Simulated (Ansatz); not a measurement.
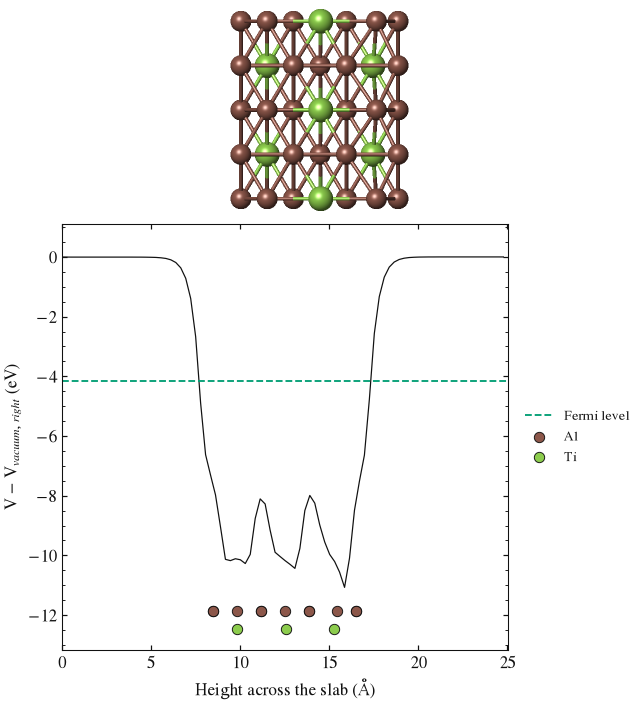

Plane-averaged electrostatic potential energy of an electron across the slab; circles at the bottom mark the heights of the atoms (positions after relaxation). The structure is drawn too.

This input was run:

```
crystal:
  lattice:
    - [5.0246414113, 0.0, 0.0]
    - [2.159053472, 4.5371256779, 0.0]
    - [0.0, 0.0, 25.0494399322]
  atoms:
    - { symbol: Al, position: [0.5, 0.0, 0.339328944] }
    - { symbol: Al, position: [0.0, 0.5, 0.339328944] }
    - { symbol: Ti, position: [0.5, 0.5, 0.3928859627] }
    - { symbol: Al, position: [0.0, 0.0, 0.3928859627] }
    - { symbol: Al, position: [0.0, 0.5, 0.4464429813] }
    - { symbol: Al, position: [0.5, 0.0, 0.4464429813] }
    - { symbol: Ti, position: [0.0, 0.0, 0.5] }
    - { symbol: Al, position: [0.5, 0.5, 0.5] }
    - { symbol: Al, position: [0.5, 0.0, 0.5535570187] }
    - { symbol: Al, position: [0.0, 0.5, 0.5535570187] }
    - { symbol: Ti, position: [0.5, 0.5, 0.6071140373] }
    - { symbol: Al, position: [0.0, 0.0, 0.6071140373] }
    - { symbol: Al, position: [0.0, 0.5, 0.660671056] }
    - { symbol: Al, position: [0.5, 0.0, 0.660671056] }
basis:
  ecutwfc: 420
kpoints:
  mp_grid: { grid: [7, 7, 1] }
hamiltonian:
  xc: pbe
  dispersion: d3bj
scf:
  occupations: { method: gaussian, width: 0.1 }
output:
  forces: true
  eigenvalues: true
  write_density: true
  write_potential: true
  elf: true
  volumetric_format: npy
relax:
  adjacent_minimum: "off"
  f_tol: 0.03
  max_steps: 70
  constraints: [{ sites: [0, 1, 2, 3, 4, 5] }]
efield:
  axis: 3
  dipole_correction: true
  ramp_width: 0.04
```

Command:
```bash
ansatz run input.yaml --threads 2 --pin off --max-ram 5120MiB --backend cpu --events-out ev --progress --plain --runs-dir out
```

> Read off the work function of each face.

The work function is 4.16 eV, the same on both faces. The two vacuum levels agree, so the slab has no net dipole along its normal.

> How thick are slab and vacuum?

The outermost atoms are 8.0 Å apart, which leaves 17.0 Å of vacuum in a cell 25.0 Å high.
